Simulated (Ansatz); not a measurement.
# TiC: single-point calculation (part 2 of 2)

TiC (slab, 24 atoms in the cell); DFT PBE+D3(BJ), scalar-relativistic, plane waves, PAW, no spin polarisation (Ansatz 0.2.0); cutoff 420 eV, 4×4×1 k-mesh, Gaussian smearing of 0.1 eV. The structure derives from an entry of the Crystallography Open Database. It belongs to a series of runs on one base structure; here: the slab at its places in the relaxed adsorbed structure.

Geometry of the input (Å; fractional positions):
```
6.0686  0.0000  0.0000
-3.0343  5.2556  0.0000
0.0000  0.0000  26.4658
C  0.1667  0.3333  0.3023
C  0.1667  0.8333  0.3023
C  0.6667  0.3333  0.3023
C  0.6667  0.8333  0.3023
Ti 0.3333  0.1667  0.3491
Ti 0.3333  0.6667  0.3491
Ti 0.8333  0.1667  0.3491
Ti 0.8333  0.6667  0.3491
C  0.5000  0.5000  0.3959
C  0.5000  0.0000  0.3959
C  -0.0000  0.5000  0.3959
C  0.0000  0.0000  0.3959
Ti 0.6675  0.3324  0.4419
Ti 0.6675  0.8351  0.4419
Ti 0.1649  0.3324  0.4419
Ti 0.1667  0.8333  0.4425
C  0.8336  0.6668  0.4926
C  0.8333  0.1666  0.4920
C  0.3332  0.6669  0.4926
C  0.3332  0.1663  0.4925
Ti -0.0017  0.4966  0.5325
Ti -0.0016  0.0018  0.5325
Ti 0.4999  0.4999  0.5318
Ti 0.5034  0.0018  0.5325
```

### Output, continued
```
  k-point 0: bands = ["-56.5018", "-56.4503", "-56.4502", "-56.4227", "-56.2600", "-56.2101", "-56.2049", "-56.2048", "-55.7809", "-55.7256", "-55.7255", "-55.7255", "-33.0209", "-32.9736", "-32.9585", "-32.9583", "-32.9393", "-32.9392", "-32.9239", "-32.7202", "-32.7202", "-32.7146", "-32.6351", "-32.6299", "-32.6298", "-32.5716", "-32.5290", "-32.5290", "-32.5244", "-32.5220", "-32.5218", "-32.4355", "-32.4354", "-32.4353", "-32.3491", "-32.3491", "-32.2942", "-32.2932", "-32.2932", "-32.0383", "-31.9929", "-31.9923", "-31.9923", "-31.9825", "-31.9825", "-31.9818", "-31.9004", "-31.9004", "-11.8213", "-10.5787", "-9.8819", "-9.8601", "-9.8595", "-9.2726", "-9.2670", "-9.2670", "-8.9042", "-8.0432", "-8.0431", "-8.0403", "-5.1798", "-5.1796", "-5.1665", "-4.9982", "-3.8436", "-3.8433", "-3.8380", "-2.8568", "-2.8390", "-2.8388", "-2.7468", "-2.7323", "-2.7323", "-2.7193", "-2.5050", "-2.5048", "-2.4827", "-2.4730", "-2.4725", "-1.8149", "-1.8141", "-1.8140", "-1.3905", "-1.3904", "-1.3848", "-1.3183", "-1.3183", "-1.0077", "-1.0077", "-1.0061", "-0.3947", "0.1025", "0.6189", "0.6237", "0.6238", "0.6364", "0.6367", "0.6565", "0.6598", "0.6605", "0.9503", "0.9505", "0.9561", "1.3942", "1.3944", "2.0409", "2.0410", "2.0583", "2.1765", "2.2519", "2.2519", "2.7410", "2.7622", "2.7626", "3.0877", "3.0877", "3.1032", "3.1386", "3.1396", "3.2194"]
  k-point 1: bands = ["-56.4940", "-56.4563", "-56.4503", "-56.4245", "-56.2523", "-56.2152", "-56.2075", "-56.2048", "-55.7728", "-55.7337", "-55.7256", "-55.7255", "-33.0063", "-32.9552", "-32.9437", "-32.9409", "-32.9137", "-32.9127", "-32.8892", "-32.7035", "-32.7003", "-32.6781", "-32.6659", "-32.6623", "-32.6172", "-32.6099", "-32.5447", "-32.5436", "-32.5204", "-32.5133", "-32.5124", "-32.4696", "-32.4694", "-32.4228", "-32.4082", "-32.3618", "-32.2653", "-32.2648", "-32.2429", "-32.0296", "-32.0268", "-32.0264", "-31.9898", "-31.9819", "-31.9814", "-31.9790", "-31.9616", "-31.9140", "-11.5375", "-10.3908", "-10.0490", "-9.7949", "-9.7775", "-9.5608", "-9.3338", "-9.3321", "-8.8540", "-8.3495", "-8.1136", "-8.1119", "-4.8246", "-4.8129", "-4.7342", "-4.6178", "-3.7263", "-3.7234", "-3.6573", "-3.0700", "-3.0557", "-2.8494", "-2.8338", "-2.6959", "-2.6799", "-2.6127", "-2.6096", "-2.5964", "-2.4000", "-2.3721", "-2.2903", "-2.1652", "-2.1611", "-1.9032", "-1.6898", "-1.6164", "-1.6133", "-1.3931", "-1.3228", "-0.8232", "-0.6188", "-0.6107", "-0.6104", "-0.0703", "0.2026", "0.2133", "0.3178", "0.4900", "0.5319", "0.5449", "0.5564", "0.5782", "0.8773", "0.8869", "0.9853", "1.1358", "1.3555", "1.8724", "1.9081", "2.1707", "2.1785", "2.3243", "2.5222", "2.5629", "2.5692", "2.6581", "2.6606", "3.0261", "3.0512", "3.0582", "3.1197", "3.1321"]
  k-point 2: bands = ["-56.4794", "-56.4694", "-56.4503", "-56.4260", "-56.2358", "-56.2313", "-56.2080", "-56.2048", "-55.7533", "-55.7533", "-55.7256", "-55.7255", "-32.9800", "-32.9668", "-32.9358", "-32.9257", "-32.8768", "-32.8623", "-32.7638", "-32.7464", "-32.7397", "-32.7235", "-32.6473", "-32.6416", "-32.5903", "-32.5708", "-32.5708", "-32.5665", "-32.5250", "-32.5214", "-32.5172", "-32.5112", "-32.5005", "-32.4980", "-32.3951", "-32.3896", "-32.2236", "-32.2234", "-32.1083", "-32.1081", "-32.0738", "-32.0734", "-32.0085", "-32.0072", "-31.9811", "-31.9808", "-31.9472", "-31.9461", "-10.8060", "-10.7928", "-9.9734", "-9.9622", "-9.6768", "-9.6502", "-9.4420", "-9.4345", "-8.7029", "-8.7014", "-8.1788", "-8.1774", "-4.2997", "-4.2774", "-4.1485", "-4.1293", "-3.6592", "-3.6549", "-3.5390", "-3.5150", "-2.9828", "-2.9651", "-2.8970", "-2.8875", "-2.7318", "-2.7085", "-2.6504", "-2.6420", "-2.4993", "-2.4958", "-2.2809", "-2.2506", "-2.2300", "-2.2123", "-1.7258", "-1.7148", "-1.4274", "-1.4241", "-1.3906", "-1.3837", "-0.3631", "-0.3617", "-0.2700", "-0.2638", "0.0678", "0.0813", "0.1079", "0.1154", "0.3048", "0.3143", "0.4407", "0.4422", "0.7360", "0.7920", "1.0682", "1.0809", "1.6180", "1.6497", "1.8641", "1.9102", "2.1110", "2.1227", "2.4703", "2.4913", "2.5022", "2.5237", "2.5643", "2.5699", "2.9419", "2.9692", "3.2368", "3.2432"]
  k-point 9: bands = ["-56.4795", "-56.4693", "-56.4503", "-56.4260", "-56.2357", "-56.2314", "-56.2079", "-56.2049", "-55.7533", "-55.7533", "-55.7256", "-55.7255", "-32.9801", "-32.9668", "-32.9359", "-32.9256", "-32.8767", "-32.8624", "-32.7638", "-32.7465", "-32.7398", "-32.7234", "-32.6473", "-32.6416", "-32.5902", "-32.5709", "-32.5708", "-32.5665", "-32.5249", "-32.5215", "-32.5171", "-32.5113", "-32.5006", "-32.4980", "-32.3951", "-32.3897", "-32.2236", "-32.2234", "-32.1083", "-32.1081", "-32.0738", "-32.0734", "-32.0085", "-32.0072", "-31.9811", "-31.9808", "-31.9471", "-31.9461", "-10.8058", "-10.7930", "-9.9734", "-9.9622", "-9.6765", "-9.6504", "-9.4420", "-9.4345", "-8.7029", "-8.7014", "-8.1788", "-8.1774", "-4.2995", "-4.2776", "-4.1484", "-4.1294", "-3.6592", "-3.6550", "-3.5390", "-3.5149", "-2.9826", "-2.9653", "-2.8969", "-2.8876", "-2.7316", "-2.7087", "-2.6504", "-2.6420", "-2.4994", "-2.4958", "-2.2805", "-2.2510", "-2.2301", "-2.2123", "-1.7258", "-1.7148", "-1.4274", "-1.4241", "-1.3905", "-1.3838", "-0.3631", "-0.3617", "-0.2699", "-0.2639", "0.0683", "0.0811", "0.1077", "0.1153", "0.3048", "0.3143", "0.4406", "0.4422", "0.7366", "0.7914", "1.0684", "1.0807", "1.6184", "1.6492", "1.8646", "1.9096", "2.1111", "2.1227", "2.4704", "2.4912", "2.5023", "2.5235", "2.5646", "2.5696", "2.9420", "2.9692", "3.2368", "3.2432"]
```

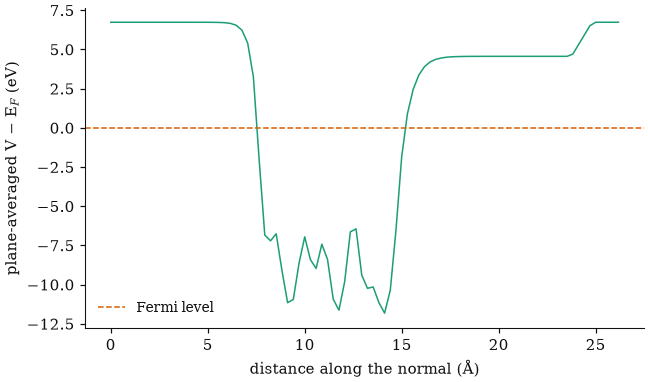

Fig. 1: Plane average of the electrostatic potential energy of an electron across the cell, from the Fermi level. The vacuum level lies 4.56 eV above the Fermi level on the upper side and 6.73 eV on the lower.

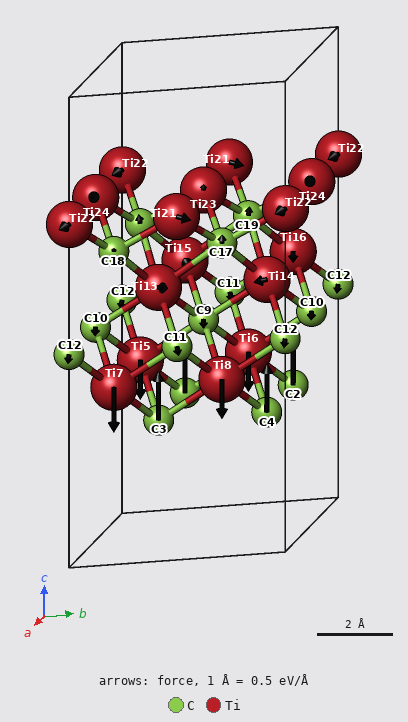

Fig. 2: Forces on the atoms as black arrows (ball-and-stick view of the cell of the calculation, with the vacuum cut short, seen slightly off an axis; atoms are numbered from 1 in the order of the input). The largest act on C2 (0.70 eV/Å); C1, C3, C4 (0.69 eV/Å); Ti7 (0.64 eV/Å); Ti5, Ti6, Ti8 (0.56 eV/Å), among others. The geometry is not a stationary point of this energy.

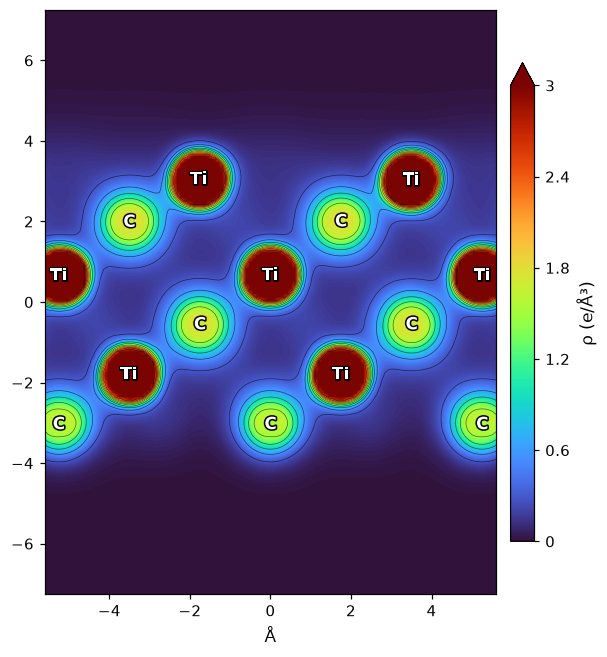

Fig. 3: Valence pseudo-density on the (110) plane of the calculation cell, a cut from vacuum to vacuum. The section cuts through C and Ti sites. Ti–C (2.04 Å): ρ at the midpoint is about 0.67 e/Å³. Ti–C (2.15 Å): ρ at the midpoint is about 0.52 e/Å³. Ti–C (2.19 Å): the density is about 0.47 e/Å³ at the midpoint. The density dies away to nearly zero in the vacuum. In a PAW calculation such maps are meaningful between the atoms, not at the nuclei.

### Key numbers

```csv
quantity,value
outcome,converged
electrons treated,192
free energy,−33012.2004 eV
"work function, top face",4.56 eV
"work function, bottom face",6.73 eV
Fermi energy,0.346 eV
gap on the k-point mesh,none (metallic)
work function (upper face),4.56 eV
largest force (length of the vector),0.699 eV/Å
wall time,31 s (CPU time 2 min)
peak memory,2.3 GiB
```
